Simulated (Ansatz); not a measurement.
## Geometry relaxation, with input and output: ZnO (part 2 of 2)

ZnO (P6₃mc, 4 atoms in the cell); DFT PBE, scalar-relativistic, plane waves, PAW, no spin polarisation (Ansatz 0.2.0); cutoff 420 eV, 12×12×6 k-mesh, Gaussian smearing of 0.02 eV. The structure derives from a Materials Project entry.

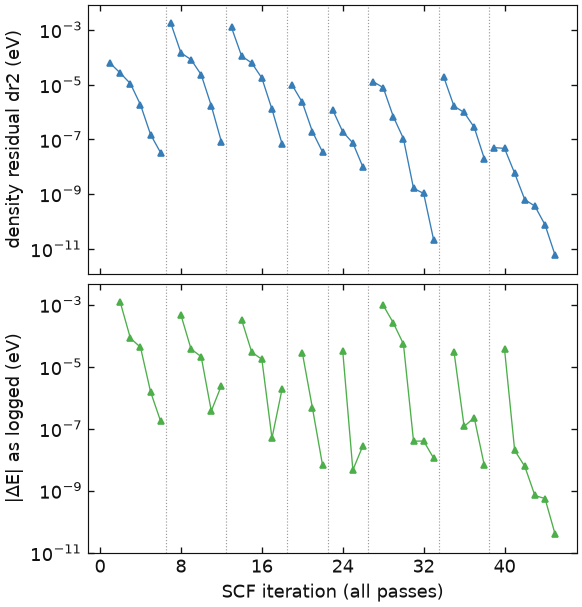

**Figure 1.** Convergence of the self-consistent field: density residual dr2 and size of the energy change against the SCF iteration. The dotted lines part the SCF passes of the relaxation: geometry steps, rejected trials and re-solves on a re-selected basis. The 8 passes take 4 to 7 iterations each, 45 in all.

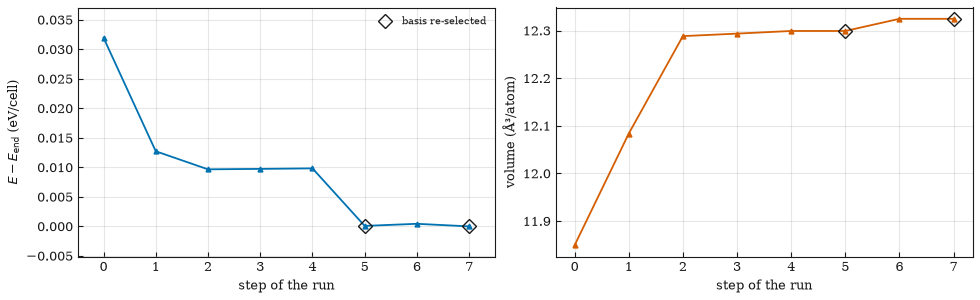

**Figure 2.** Progress of the relaxation, step by step (the first geometry is step 0 here and step 1 in the log).

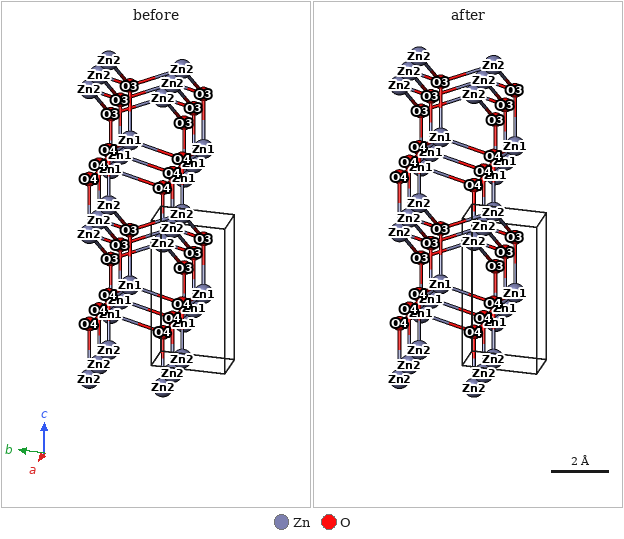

**Figure 3.** Before (left) and after (right) the relaxation, at one scale (ball-and-stick view of the cell of the calculation, repeated 3 × 2 × 2, seen at an oblique angle). The atoms keep their places relative to the cell (all moves are under 0.005 Å). Cell: a = b 3.237 → 3.279 Å (+1.3 %), c 5.222 → 5.293 Å (+1.4 %). Volume +4.0 %. Among the contacts that change: Zn1–O3 1.980 → 2.007 Å, Zn1–O4 1.973 → 1.999 Å. The space group stays P6_3mc (No. 186). The energy falls by 31.5 meV per cell of the calculation in 5 geometry steps. Largest force component: 0.0025 eV/Å at the start, 0.00032 eV/Å at the end. The pressure goes from 5.55 to 0.02 GPa. The basis was re-selected once at an unchanged geometry, which shifts the energy a little without any move. The energy change given includes the shifts at the re-selections in mid-walk, which come without any move. A last SCF at the same geometry on a re-selected plane-wave basis shifts the energy by −0.4 meV per cell of the calculation. (Atoms are counted from 1 in the order of the input.)

```
basis re-selected at this cell: Δ(F+E_penalty+E_count) = -4.394e-4 eV, ΔP = +0.006 GPa vs the last step (what re-selecting the basis moved, of the pressure what is left beyond the Pulay correction that the steps carried, after the strain that the cell walked since its last selection, with what the two solves' SCF thresholds leave and, on support functions, any second-order correction that the steps lacked; it is no measure of the basis error at this ecutwfc). This SCF's stress stands 2.21e-2 GPa from its target on what of the cell is left free (relax.cell.stress_tol is 5.00e-2 GPa) and its largest allowed force component is 3.20e-4 eV/Å (relax.f_tol is 5.00e-3 eV/Å): within both
SCF converged after 7 iterations
Free energy (F): -7773.693137 eV
Harris-Foulkes:  -7773.693137 eV  (|F-HF|=4.55e-12)
Internal energy: -7773.693137 eV  (E = F + TS)
E sigma→0 (E₀):  -7773.693137 eV
Fermi energy:    7.081713 eV
--- Per-component energies (eV) ---
  E_band       = 50.931275
  E_kinetic    = 610.042665
  E_local      = -4055.916822  (includes V_loc(G=0)·N_el)
  E_nonlocal   = 1335.254708
  E_hartree    = 1665.232510
  E_xc         = -419.302799
  E_vxc        = -288.965589  (∫ρ·V_xc dr)
  E_paw        = -3980.682595  (= ΣΔE_a)
  E_vpaw       = -879.952908  (= ΣTr[D̂ρ^β])
  E_aug_tail   = 0.004160  (compensation charges beyond the density's cutoff)
  E_ewald      = -2928.324964
  E_smearing   = -0.000000  (= −TS)
  E_closure    = -0.000000  (closes the sum)
  Σ components = -7773.693137   (vs F -7773.693137, Δ=0.00e0)
--- Forces (eV/Å), atoms counted from 1 ---
  atom   1  Zn     0.00000000     0.00000000     0.00032123
  atom   2  Zn    -0.00000000    -0.00000000     0.00032123
  atom   3  O      0.00000000    -0.00000000    -0.00031971
  atom   4  O     -0.00000000     0.00000000    -0.00031971
  max |Σ_I F_I| component: 3.04e-6 eV/Å
--- Stress (GPa, compression-positive) ---
        0.017577       0.000000       0.000000
        0.000000       0.017577      -0.000000
        0.000000      -0.000000       0.022078
  P = ⅓ Tr σ = 0.0191 GPa (0.191 kbar)
--- Band table (eV; the first three rows and the last of 76) ---
  k-point 0: bands = ["-11.0935", "-10.4243", "1.1639", "1.1639", "1.2034", "1.3425", "1.3456", "1.3456", "2.2383", "2.2383", "2.4304", "2.4304", "2.6972", "5.9592", "5.9592", "6.6301", "6.7094", "6.7094", "7.4536", "11.8239", "14.7862", "19.4659"]
  k-point 1: bands = ["-11.0509", "-10.4714", "1.1599", "1.1706", "1.1706", "1.2089", "1.3273", "1.3273", "2.2559", "2.2559", "2.4228", "2.4228", "3.0146", "6.0106", "6.0106", "6.0674", "6.6604", "6.6604", "8.0998", "11.5895", "14.9987", "19.4718"]
  k-point 2: bands = ["-10.9328", "-10.5984", "1.0399", "1.0642", "1.1926", "1.1926", "1.2823", "1.2823", "2.3005", "2.3005", "2.3976", "2.3976", "3.6957", "5.2801", "6.1500", "6.1500", "6.5256", "6.5256", "9.0867", "10.9621", "15.6185", "18.0256"]
  k-point 75: bands = ["-10.2932", "-10.2932", "1.1889", "1.1889", "1.3857", "1.3857", "1.8924", "1.8924", "2.2468", "2.2468", "2.7243", "2.7243", "3.0727", "3.0727", "4.1311", "4.1311", "5.5253", "5.5253", "14.5149", "14.5149", "14.6710", "14.6710"]
--- Relaxed structure (6 steps of the walk, 6 accepted, 2 SCFs on fresh bases) ---
  F+E_penalty+E_count = -7773.69313695 eV   max|allowed force component| = 3.205e-4 eV/Å   (the final SCF, on the basis selected at the relaxed cell)
  cell:  # Å, volume = 49.2990 Å³
    - [3.279390779405678, -2.924243820459923e-11, -1.5577392488024466e-33]
    - [-1.6396953896775144, 2.8400357239163885, 1.4627154999451856e-33]
    - [-2.5127364291019112e-33, 5.326535617485401e-34, 5.293233174185646]
  atoms:
    - { symbol: Zn, position: [0.6666666666666666, 0.33333333333333337, 0.5006044115552719] }
    - { symbol: Zn, position: [0.3333333333333333, 0.6666666666666667, 0.0006044115552718354] }
    - { symbol: O, position: [0.6666666666666666, 0.33333333333333337, 0.879705588444728] }
    - { symbol: O, position: [0.3333333333333333, 0.6666666666666667, 0.3797055884447281] }
```

Trajectory as extended XYZ (Å, eV, eV/Å), 8 frames, from step=1 to step=8:
```
4
Lattice="3.2374 0.0000 0.0000 -1.6187 2.8036 0.0000 0.0000 0.0000 5.2221" Properties=species:S:1:pos:R:3:forces:R:3 step=1 energy=-7773.66117 pressure_GPa=5.55
Zn    1.6187    0.9345    2.6141    0.0000   0.0000  -0.0025
Zn    0.0000    1.8691    0.0031    0.0000   0.0000  -0.0025
O     1.6187    0.9345    4.5939    0.0000   0.0000   0.0025
O     0.0000    1.8691    1.9829    0.0000   0.0000   0.0025
4
Lattice="3.2572 0.0000 0.0000 -1.6286 2.8209 0.0000 0.0000 0.0000 5.2605" Properties=species:S:1:pos:R:3:forces:R:3 step=2 energy=-7773.68041 pressure_GPa=2.54
Zn    1.6286    0.9403    2.6340    0.0000   0.0000  -0.0008
Zn    0.0000    1.8806    0.0038    0.0000   0.0000  -0.0008
O     1.6286    0.9403    4.6271    0.0000   0.0000   0.0009
O     0.0000    1.8806    1.9969    0.0000   0.0000   0.0009
4
Lattice="3.2754 0.0000 0.0000 -1.6377 2.8366 0.0000 0.0000 0.0000 5.2904" Properties=species:S:1:pos:R:3:forces:R:3 step=3 energy=-7773.68347 pressure_GPa=0.13
Zn    1.6377    0.9455    2.6491    0.0000   0.0000  -0.0032
Zn    0.0000    1.8911    0.0040    0.0000   0.0000  -0.0032
O     1.6377    0.9455    4.6532    0.0000   0.0000   0.0032
O     0.0000    1.8911    2.0080    0.0000   0.0000   0.0032
4
Lattice="3.2763 0.0000 0.0000 -1.6382 2.8374 0.0000 0.0000 0.0000 5.2897" Properties=species:S:1:pos:R:3:forces:R:3 step=4 energy=-7773.68340 pressure_GPa=0.08
Zn    1.6382    0.9458    2.6479    0.0000   0.0000   0.0040
Zn    0.0000    1.8916    0.0031    0.0000   0.0000   0.0040
O     1.6382    0.9458    4.6535    0.0000   0.0000  -0.0039
O     0.0000    1.8916    2.0087    0.0000   0.0000  -0.0039
4
Lattice="3.2772 0.0000 0.0000 -1.6386 2.8381 0.0000 0.0000 0.0000 5.2894" Properties=species:S:1:pos:R:3:forces:R:3 step=5 energy=-7773.68331 pressure_GPa=0.01
Zn    1.6386    0.9460    2.6478    0.0000   0.0000   0.0005
Zn    0.0000    1.8921    0.0031    0.0000   0.0000   0.0005
O     1.6386    0.9460    4.6531    0.0000   0.0000  -0.0005
O     0.0000    1.8921    2.0085    0.0000   0.0000  -0.0005
4
Lattice="3.2772 0.0000 0.0000 -1.6386 2.8381 0.0000 0.0000 0.0000 5.2894" Properties=species:S:1:pos:R:3:forces:R:3 step=6 energy=-7773.69305 pressure_GPa=0.29
Zn    1.6386    0.9460    2.6478    0.0000   0.0000   0.0006
Zn    0.0000    1.8921    0.0031    0.0000   0.0000   0.0006
O     1.6386    0.9460    4.6531    0.0000   0.0000  -0.0006
O     0.0000    1.8921    2.0085    0.0000   0.0000  -0.0006
4
Lattice="3.2794 0.0000 0.0000 -1.6397 2.8400 0.0000 0.0000 0.0000 5.2932" Properties=species:S:1:pos:R:3:forces:R:3 step=7 energy=-7773.69270 pressure_GPa=0.01
Zn    1.6397    0.9467    2.6498    0.0000   0.0000   0.0003
Zn    0.0000    1.8934    0.0032    0.0000   0.0000   0.0003
O     1.6397    0.9467    4.6565    0.0000   0.0000  -0.0003
O     0.0000    1.8934    2.0099    0.0000   0.0000  -0.0003
4
Lattice="3.2794 0.0000 0.0000 -1.6397 2.8400 0.0000 0.0000 0.0000 5.2932" Properties=species:S:1:pos:R:3:forces:R:3 step=8 energy=-7773.69314 pressure_GPa=0.02
Zn    1.6397    0.9467    2.6498    0.0000   0.0000   0.0003
Zn    0.0000    1.8934    0.0032    0.0000   0.0000   0.0003
O     1.6397    0.9467    4.6565    0.0000   0.0000  -0.0003
O     0.0000    1.8934    2.0099    0.0000   0.0000  -0.0003
```

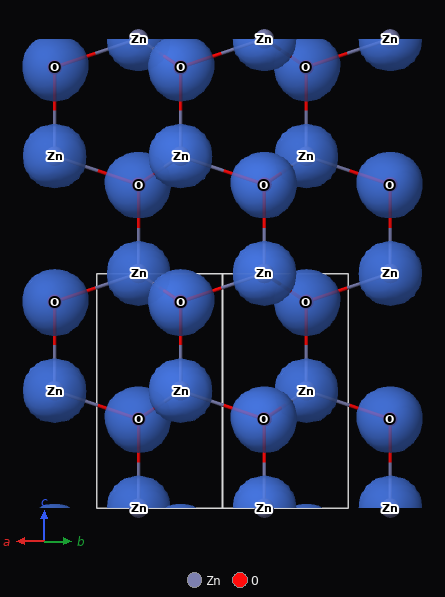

**Figure 4.** Isosurface of the valence pseudo-density at 1 e/Å³ (blue), seen along [110]. Sticks mark near contacts. The outline is the cell set on symmetry axes. At this value the density breaks into separate islands; it holds about 70 % of the electrons treated as valence. It is pinched off along the Zn–O (2.00 Å) contacts. On the grid the lowest density along these lines, outside the cores, is 0.56 e/Å³ (Zn–O, 2.00 Å). Core electrons are frozen (PAW), so the fields are smoothed inside the atomic spheres.

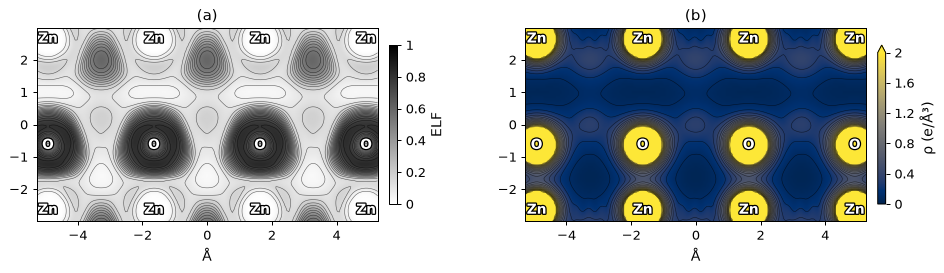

**Figure 5.** (a) electron localisation function; (b) valence charge density (pseudo) on the (010) plane of the conventional cell. The section cuts through Zn and O sites. Zn–O (2.01 Å): the density is about 0.58 e/Å³ at the midpoint; the ELF is about 0.25 at the midpoint. Away from the nuclei the density in this plane falls to 0.04 e/Å³ at its lowest.

The run was set up as follows.

The input:
```yaml
crystal:
  lattice:
    - [3.2373510235, 0.0, 0.0]
    - [-1.6186755117, 2.8036282273, 0.0]
    - [0.0, 0.0, 5.2220613]
  atoms:
    - { symbol: Zn, position: [0.66666667, 0.33333333, 0.5005917] }
    - { symbol: Zn, position: [0.33333333, 0.66666667, 0.0005917] }
    - { symbol: O, position: [0.66666667, 0.33333333, 0.8797183] }
    - { symbol: O, position: [0.33333333, 0.66666667, 0.3797183] }
basis:
  ecutwfc: 420
kpoints:
  mp_grid: { grid: [12, 12, 6] }
hamiltonian:
  xc: pbe
scf:
  occupations: { method: gaussian, width: 0.02 }
output:
  forces: true
  stress: true
  eigenvalues: true
  write_density: true
  write_potential: true
  elf: true
  volumetric_format: npy
relax:
  adjacent_minimum: "off"
  f_tol: 0.005
  max_steps: 80
  cell: { stress_tol: 0.05 }
```

Launch command:
```bash
ansatz run input.yaml --threads 4 --pin off --max-ram 10240MiB --backend cpu --events-out ev --progress --plain --runs-dir out
```

Key numbers:

| quantity | value |
| --- | --- |
| outcome | converged |
| space group (tolerance 0.01 Å) | P6₃mc (186) |
| electrons treated | 36 |
| free energy | −7773.6931 eV |
| Fermi energy | 7.082 eV |
| gap on the k-point mesh | 0.74 eV |
| pressure | 0.02 GPa |
| final volume | 49.30 Å³ |
| largest force (length of the vector) at the end | under 0.001 eV/Å |
| final cell | a = 3.279 Å, b = 3.279 Å, c = 5.293 Å, α = 90.00°, β = 90.00°, γ = 120.00° |
| hardware | 4 threads of Intel Xeon @ 2.50GHz (Skylake/Cascade Lake), 189 GiB of memory available, shared host |
| wall time | 43 s (CPU time 2.5 min) |
| peak memory | 0.48 GiB |
